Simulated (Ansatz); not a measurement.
# Two runs on AlRu

System: AlRu (P4mm, 2 atoms in the cell).
Method of run 1: DFT PBE, scalar-relativistic, plane waves, PAW, no spin polarisation (Ansatz 0.2.0).

The structure derives from an entry of the Crystallography Open Database. Text and figures count atoms from 1; the logs count them from 0 in places.

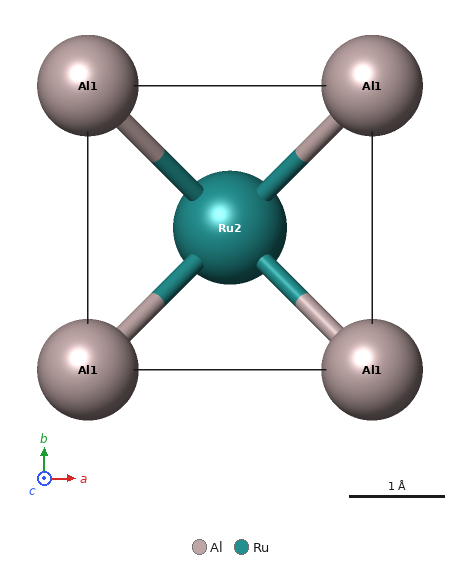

**Figure 1.** The input geometry (ball-and-stick view of the cell of the calculation, set on other vectors, along the c axis; atoms are numbered from 1 in the order of the input). An atom can appear more than once, as a periodic image. Near neighbours in the periodic cell (some may lie outside the picture): Al has 8 Ru at 2.47 to 2.73 Å; Ru has 8 Al at 2.47 to 2.73 Å.

### Input, run 1
```yaml
crystal:
  lattice:
    - [2.9916, 0.0, 0.0]
    - [0.0, 2.9916, 0.0]
    - [0.0, 0.0, 2.9916]
  atoms:
    - { symbol: Al, position: [-0.0752105897, 0.0, 0.0] }
    - { symbol: Ru, position: [0.5, 0.5, 0.5] }
basis:
  ecutwfc: 420
kpoints:
  mp_grid: { grid: [16, 16, 16] }
hamiltonian:
  xc: pbe
scf:
  occupations: { method: gaussian, width: 0.15 }
output:
  forces: true
  stress: true
  eigenvalues: true
```

Command:
```bash
ansatz run input.yaml --threads 1 --pin off --max-ram 2560MiB --backend cpu --events-out ev --progress --plain --runs-dir out
```

Hardware: 1 thread of Intel Xeon @ 2.50GHz (Skylake/Cascade Lake), 189 GiB of memory available, shared host.

### Output, shortened to warnings, some set-up lines, iterations and results (run 1)
```
Basis set: ecut = 420 eV, 485 PW (Γ), exchange–correlation on 40×40×40 points (8 copies of the dense FFT grid, shifted against one another)
Symmetry: 8 space group operations
k-points: 405 of 4096 (time reversal used)
Initial density: superposition of atomic densities (neutral atoms: chi_scale 0, normalization atom), corrected by the library's trained network
[...]
SCF iter   1: F=—  HF=-6417.278126 eV  |F-HF|=—  |Δ(HF+E_count)|=         —  Δρ=3.11e-3  dr2=2.56e-3  ethr=1.77e-3  ⟨swp⟩=5.0  Hψ=28425  notcnv=0
SCF iter   2: F=—  HF=-6417.277752 eV  |F-HF|=—  |Δ(HF+E_count)|=   3.74e-4  Δρ=1.94e-3  dr2=1.17e-3  ethr=1.35e-5  ⟨swp⟩=2.4  Hψ=10717  notcnv=0
SCF iter   3: F=—  HF=-6417.277526 eV  |F-HF|=—  |Δ(HF+E_count)|=   2.26e-4  Δρ=3.38e-4  dr2=2.11e-5  ethr=6.13e-6  ⟨swp⟩=2.2  Hψ=7404  notcnv=0
SCF iter   4: F=—  HF=-6417.277440 eV  |F-HF|=—  |Δ(HF+E_count)|=   8.58e-5  Δρ=1.24e-4  dr2=2.07e-6  ethr=1.11e-7  ⟨swp⟩=2.2  Hψ=8425  notcnv=0
SCF iter   5: F=—  HF=-6417.277439 eV  |F-HF|=—  |Δ(HF+E_count)|=   7.54e-7  Δρ=3.89e-5  dr2=2.48e-7  ethr=1.09e-8  ⟨swp⟩=2.2  Hψ=8925  notcnv=0
SCF iter   6: F=-6417.277439 eV  HF=-6417.277439 eV  |F-HF|=2.49e-9  |Δ(HF+E_count)|=   4.94e-8  Δρ=4.51e-6  dr2=4.09e-9  ethr=5.26e-10  ⟨swp⟩=4.5  Hψ=19956  notcnv=0
SCF 1 converged in 6 iterations: F = -6417.277439 eV  dr2 = 4.09e-9
SCF converged after 6 iterations
Free energy (F): -6417.277439 eV
Harris-Foulkes:  -6417.277439 eV  (|F-HF|=2.49e-9)
Internal energy: -6417.258266 eV  (E = F + TS)
E sigma→0 (E₀):  -6417.267853 eV
Entropy (-TS):   -0.019173 eV (-9.586 meV/atom)
Fermi energy:    16.100667 eV
--- Per-component energies (eV) ---
  E_band       = -120.053686
  E_kinetic    = 544.127524
  E_local      = -1803.769792  (includes V_loc(G=0)·N_el)
  E_nonlocal   = 355.044687
  E_hartree    = 641.338116
  E_xc         = -232.447257
  E_vxc        = -271.006069  (∫ρ·V_xc dr)
  E_paw        = -3929.419044  (= ΣΔE_a)
  E_vpaw       = -227.126023  (= ΣTr[D̂ρ^β])
  E_aug_tail   = -0.000183  (compensation charges beyond the density's cutoff)
  E_ewald      = -1992.132317
  E_smearing   = -0.019173  (= −TS)
  E_closure    = -0.000000  (closes the sum)
  Σ components = -6417.277439   (vs F -6417.277439, Δ=0.00e0)
--- Forces (eV/Å), atoms counted from 1 ---
  atom   1  Al     1.72825736     0.00000000     0.00000000
  atom   2  Ru    -1.72832931     0.00000000     0.00000000
  max |Σ_I F_I| component: 7.20e-5 eV/Å
--- Stress (GPa, compression-positive) ---
        3.727594       0.000000       0.000000
       -0.000000       7.791562       0.000000
        0.000000       0.000000       7.791562
  P = ⅓ Tr σ = 6.4369 GPa (64.369 kbar)
```

Run 2 used a changed input.

### The two runs side by side

| quantity | run 1 | run 2 |
| --- | --- | --- |
| outcome | converged | converged |
| free energy per atom (eV) | −3208.6387 | −3208.3534 |
| energy per atom, smearing taken to zero (eV) | −3208.6339 | −3208.3488 |
| gap on the mesh (eV) | 0.00 | 0.00 |
| pressure (GPa) | 6.44 | 17.07 |
| largest force (eV/Å) | 1.728 | 3.301 |
| SCF iterations | 6 | 6 |
| irreducible k-points | 405 | 405 |
| plane waves at Γ | 485 | 485 |
| wall time (shared host) | 20 s | 23 s |

Which change of the input explains these differences?

The change (lines with − go, lines with + come):
```diff
-    - { symbol: Al, position: [-0.0752105897, 0.0, 0.0] }
+    - { symbol: Al, position: [-0.1504211793, 0.0, 0.0] }
```

With the same functional and potentials, run 2 lies 285.3 meV per atom higher. The pressure goes from 6.44 to 17.07 GPa. The largest force goes from 1.728 to 3.301 eV/Å. The number of SCF iterations is the same.

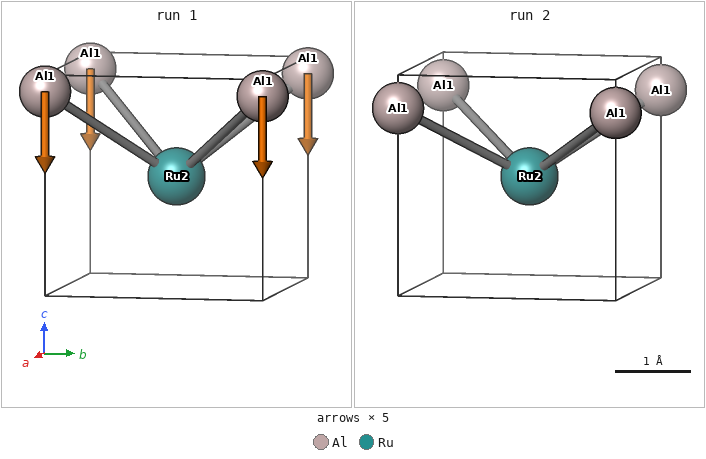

**Figure 2.** The two input geometries at one scale (ball-and-stick view of the cell of the calculation, set on other vectors, seen slightly off an axis). The orange arrows on the first give the shifts of the atoms relative to the cell, magnified 5 times. The atom that moves furthest is Al1 (0.22 Å). Ru stays in place. The lattice vectors keep their values. Among the contacts that change: Al1–Ru2 2.727 → 2.874 Å.

### Output, shortened to warnings, some set-up lines, iterations and results (run 2)
```
Basis set: ecut = 420 eV, 485 PW (Γ), exchange–correlation on 40×40×40 points (8 copies of the dense FFT grid, shifted against one another)
Symmetry: 8 space group operations
k-points: 405 of 4096 (time reversal used)
Initial density: superposition of atomic densities (neutral atoms: chi_scale 0, normalization atom), corrected by the library's trained network
[...]
SCF iter   1: F=—  HF=-6416.707868 eV  |F-HF|=—  |Δ(HF+E_count)|=         —  Δρ=4.22e-3  dr2=1.83e-3  ethr=1.77e-3  ⟨swp⟩=5.0  Hψ=30585  notcnv=0
SCF iter   2: F=—  HF=-6416.707091 eV  |F-HF|=—  |Δ(HF+E_count)|=   7.76e-4  Δρ=2.23e-3  dr2=7.07e-4  ethr=9.64e-6  ⟨swp⟩=2.0  Hψ=10112  notcnv=0
SCF iter   3: F=—  HF=-6416.706906 eV  |F-HF|=—  |Δ(HF+E_count)|=   1.85e-4  Δρ=2.82e-4  dr2=1.72e-5  ethr=3.72e-6  ⟨swp⟩=2.6  Hψ=8960  notcnv=0
SCF iter   4: F=—  HF=-6416.706770 eV  |F-HF|=—  |Δ(HF+E_count)|=   1.36e-4  Δρ=9.91e-5  dr2=1.38e-6  ethr=9.05e-8  ⟨swp⟩=2.1  Hψ=8640  notcnv=0
SCF iter   5: F=-6416.706770 eV  HF=-6416.706770 eV  |F-HF|=2.24e-8  |Δ(HF+E_count)|=   3.96e-7  Δρ=2.64e-5  dr2=6.74e-8  ethr=7.27e-9  ⟨swp⟩=2.5  Hψ=8470  notcnv=0
SCF iter   6: F=-6416.706770 eV  HF=-6416.706770 eV  |F-HF|=3.22e-9  |Δ(HF+E_count)|=   8.65e-9  Δρ=4.83e-6  dr2=5.36e-9  ethr=3.55e-10  ⟨swp⟩=2.8  Hψ=21515  notcnv=0
SCF 1 converged in 6 iterations: F = -6416.706770 eV  dr2 = 5.36e-9
SCF converged after 6 iterations
Free energy (F): -6416.706770 eV
Harris-Foulkes:  -6416.706770 eV  (|F-HF|=3.22e-9)
Internal energy: -6416.688325 eV  (E = F + TS)
E sigma→0 (E₀):  -6416.697547 eV
Entropy (-TS):   -0.018445 eV (-9.222 meV/atom)
Fermi energy:    16.012058 eV
--- Per-component energies (eV) ---
  E_band       = -120.936882
  E_kinetic    = 546.323946
  E_local      = -1819.370386  (includes V_loc(G=0)·N_el)
  E_nonlocal   = 356.144685
  E_hartree    = 647.688890
  E_xc         = -232.955643
  E_vxc        = -271.643047  (∫ρ·V_xc dr)
  E_paw        = -3929.922852  (= ΣΔE_a)
  E_vpaw       = -227.769325  (= ΣTr[D̂ρ^β])
  E_aug_tail   = -0.000176  (compensation charges beyond the density's cutoff)
  E_ewald      = -1984.596789
  E_smearing   = -0.018445  (= −TS)
  E_closure    = -0.000000  (closes the sum)
  Σ components = -6416.706770   (vs F -6416.706770, Δ=0.00e0)
--- Forces (eV/Å), atoms counted from 1 ---
  atom   1  Al     3.30080928     0.00000000     0.00000000
  atom   2  Ru    -3.30088595     0.00000000     0.00000000
  max |Σ_I F_I| component: 7.67e-5 eV/Å
--- Stress (GPa, compression-positive) ---
        5.969707      -0.000000       0.000000
       -0.000000      22.619043       0.000000
        0.000000       0.000000      22.619043
  P = ⅓ Tr σ = 17.0693 GPa (170.693 kbar)
```
